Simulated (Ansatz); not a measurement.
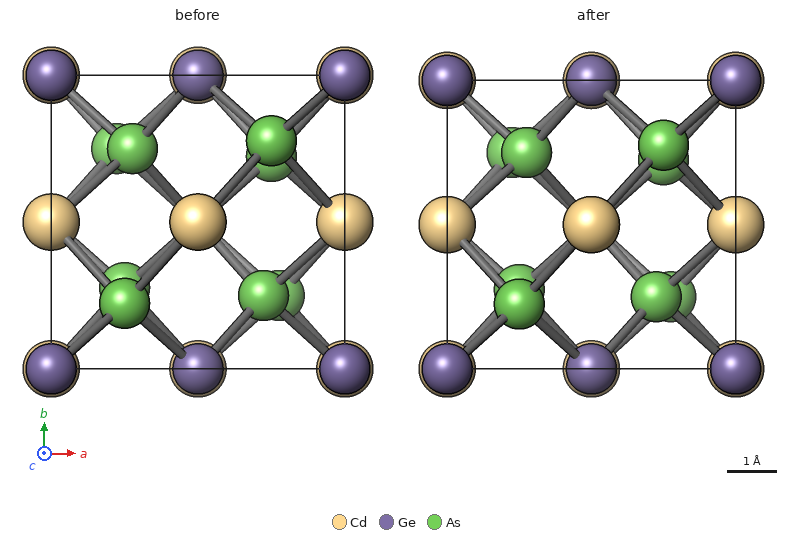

The structure of solid CdGeAs₂ (set up in I-42d) before (left) and after (right) a relaxation, at one scale.

The picture is a ball-and-stick view of the conventional cell (2 times the calculation's cell), seen along the c axis. Lengths and directions refer to the drawn axes.

Case: relaxed again under DFT PBEsol, scalar-relativistic, plane waves, PAW.

The calculation used Ansatz, DFT PBEsol, scalar-relativistic, plane waves, PAW. Settings: plane-wave cutoff 420 eV; k-point mesh 8 × 8 × 8; occupations gaussian; smearing width 0.01 eV; no spin polarisation; cell and atoms relaxed; force threshold 0.005 eV/Å; at most 50 steps.

Describe what moved and what it gained.

The energy falls by 11.7 meV per atom in 3 accepted moves (4 points after the start). The largest force component goes from 0.037 to 0.00052 eV/Å. Pressure: −2.72 GPa at the start and −0.01 GPa at the end. The SCF was repeated once at an unchanged geometry on a basis and grid sized afresh for the cell, which shifted the energy by 0.2 meV per atom at most. The largest moves relative to the cell, 0.009 Å, are those of As atoms. Cd and Ge stay in place. The volume changes by −4.9 %, with a = b 6.048 → 5.942 Å (−1.8 %), c 11.484 → 11.315 Å (−1.5 %). Some distances before and after: As–Cd 2.674 → 2.623 Å, As–Ge 2.484 → 2.447 Å. The space group stays I-42d (No. 122). The run took 4.5 min on 2 threads of Arm Neoverse V1 (shared host), peak memory 0.99 GiB.
